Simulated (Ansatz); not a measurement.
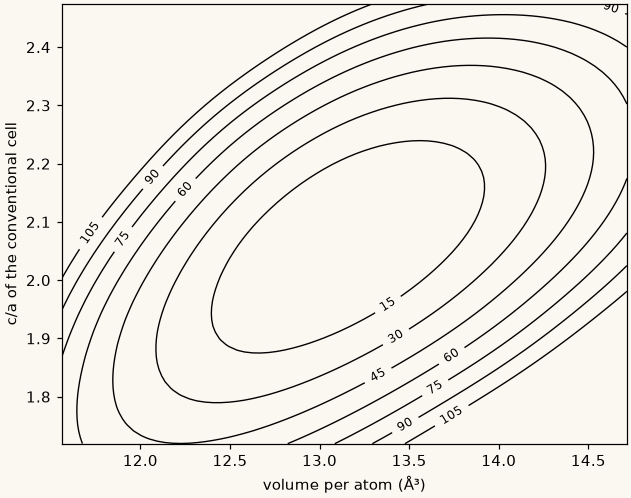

Energy landscape of SnO₂ (R-3m, No. 166; 12 atoms in the cell). The energy is mapped over volume and the cell's shape. Coordinates scanned: (1) volume per atom; (2) c/a of the conventional cell. Nothing is relaxed (fractional coordinates fixed). The scan uses a 7 × 7 grid. Points are written as (first, second). All energies are given in meV/atom relative to the lowest grid point. All numbers below come from DFT PBEsol, scalar-relativistic, plane waves, PAW (Ansatz 0.2.0). Settings: cutoff 520 eV, k-mesh 6×6×6, gaussian smearing 0.05 eV, no spin polarisation.

In the figure: contour lines labelled in meV/atom (none above 105). Between grid points the surface is interpolated. 

Summarise what can be read from the map.

The lowest grid point is at (13.14 Å³, 2.063). No other kind of well shows on this grid. The highest grid point, (11.56 Å³, 2.474), lies 390 meV/atom above the lowest. Round the minimum the valley is strongly tilted: raising volume per atom shifts the best value of c/a of the conventional cell upwards (coupling k₁₂/√(k₁₁k₂₂) about −0.6).

Grid values (meV/atom):

```tsv
c/a of the conventional cell ↓, volume per atom →	11.56	12.09	12.61	13.14	13.66	14.19	14.71
2.474	390	259	171	116	88	83	96
2.329	274	162	90	49	34	40	63
2.192	187	94	38	12	10	26	59
2.063	126	51	12	0	10	38	79
1.941	88	32	8	10	32	70	121
1.827	70	32	23	38	71	119	178
1.719	68	46	51	79	122	179	245
```

Each point was launched as `ansatz run input.yaml --threads 2 --pin off --max-ram 4096MiB --backend cpu --events-out ev --progress --plain --runs-dir out`. Time for the 49 points that were run: 34 min on 2 threads of Arm Neoverse N1, with other jobs on the host.

PAW datasets: the set soft_1.
